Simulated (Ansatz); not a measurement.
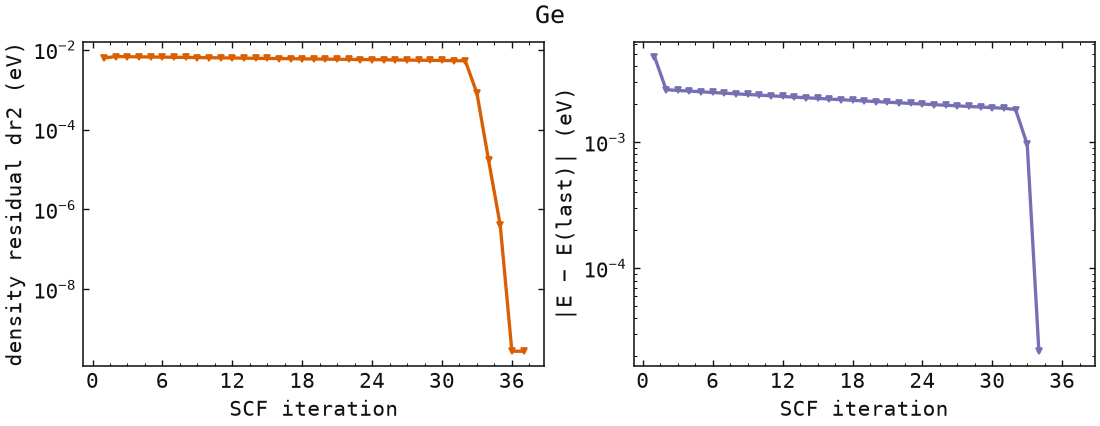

The plot shows the SCF iterations of a calculation: density residual dr2, distance of the Harris–Foulkes energy from its last value. Energy differences below 3 × 10⁻⁶ eV aren't drawn. The starting density is a sum of atomic densities corrected by a trained network.

Ge (4 atoms in the cell), run with Ansatz.

```
crystal:
  lattice:
    - [3.6451707579, 0.0, 0.0]
    - [-1.8225853789, 3.1568104774, 0.0]
    - [0.0, 0.0, 5.7493951291]
  atoms:
    - { symbol: Ge, position: [0.0, 0.0, 0.07115] }
    - { symbol: Ge, position: [0.0, 0.0, 0.57115] }
    - { symbol: Ge, position: [0.3333333333, 0.6666666667, 0.82115] }
    - { symbol: Ge, position: [0.6666666667, 0.3333333333, 0.32115] }
basis:
  ecutwfc: 420
kpoints:
  mp_grid: { grid: [12, 12, 8] }
hamiltonian:
  xc: pbesol
scf:
  occupations: { method: gaussian, width: 0.15 }
  mixing: { algorithm: anderson, beta: 0.005, ndim: 1 }
  max_iter: 60
output:
  forces: true
  eigenvalues: true
  stress: true
```

Launched with:
```bash
ansatz run input.yaml --threads 2 --pin off --max-ram 5120MiB --backend cpu --events-out ev --progress --plain --runs-dir out
```

### Did the calculation converge?

It converged, after 37 iterations. Up to iteration 32 density mixing fails to converge: the residual only creeps down, by about 0.7 % a step, and is still near 5 × 10⁻³. After iteration 32 the program gave up density mixing and went on by direct minimisation of the free energy, which closed the SCF. From the first spectrum the program read the system as a metal and chose the Kerker preconditioner.

### What is the residual at the start and at the end?

It starts near 6 × 10⁻³ and ends near 3 × 10⁻¹⁰ eV.

### Is anything amiss with this input?

The input holds an odd setting (mixing far too weak), but it does no harm here: the energy lies within 1 meV per atom of a run with usual settings.
